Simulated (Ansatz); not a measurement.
```cif
data_structure
_symmetry_space_group_name_H-M 'P 1'
_symmetry_Int_Tables_number 1
_cell_length_a 4.7770
_cell_length_b 4.7770
_cell_length_c 4.7770
_cell_angle_alpha 90.000
_cell_angle_beta 90.000
_cell_angle_gamma 90.000
_cell_volume 109.01
loop_
_atom_site_label
_atom_site_type_symbol
_atom_site_fract_x
_atom_site_fract_y
_atom_site_fract_z
_atom_site_occupancy
B1 B 0.50000 0.50000 0.00000 1
B2 B 0.00000 0.50000 0.50000 1
B3 B 0.00000 0.00000 0.00000 1
B4 B 0.50000 0.00000 0.50000 1
As1 As 0.25000 0.75000 0.25000 1
As2 As 0.75000 0.75000 0.75000 1
As3 As 0.75000 0.25000 0.25000 1
As4 As 0.25000 0.25000 0.75000 1
```

Space group F-43m; the calculation finds a residual pressure of about 3 GPa at this fixed cell.

Level of theory: DFT PBE, scalar-relativistic, plane waves, PAW in Ansatz 0.2.0.

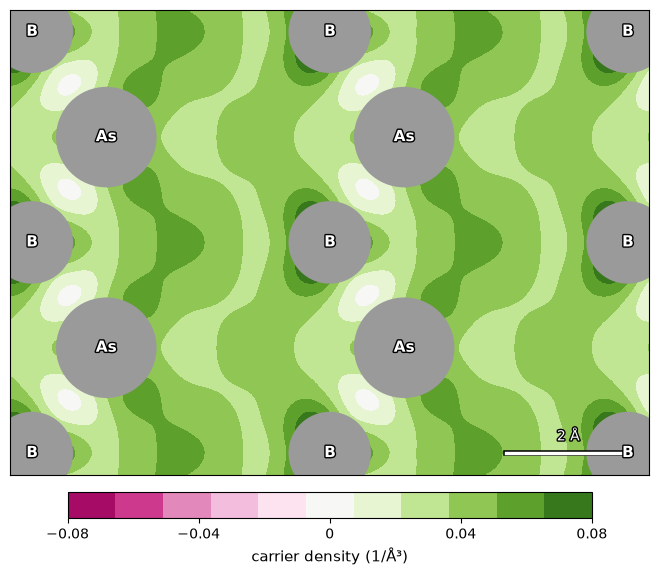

BAs. Where the extra electron sits when 0.25 electron is added to the 2-atom cell of the calculation (uniform compensating background, atoms fixed); the change of density for each carrier, counted positive where the carrier is: a map on the (011) plane of the conventional cell, with grey discs over the atomic cores. Cores are masked to 0.7 Å (B) and 0.8 Å (As).

In a PAW calculation such maps are meaningful between the atoms, not at the nuclei.

Describe the change of density.

The added electron is spread through the whole cell, and no element is preferred much beyond its share of the volume, though the map shows lobes and thin regions outside the cores. Over the whole cell, outside the cores, it is densest 0.8 Å from a boron nucleus. The counter-flow of charge adds up to under 0.1 e for each carrier. These are shares of the net change, screening included; the states that take the carrier can be more concentrated. This is very heavy doping, far beyond the dilute limit.
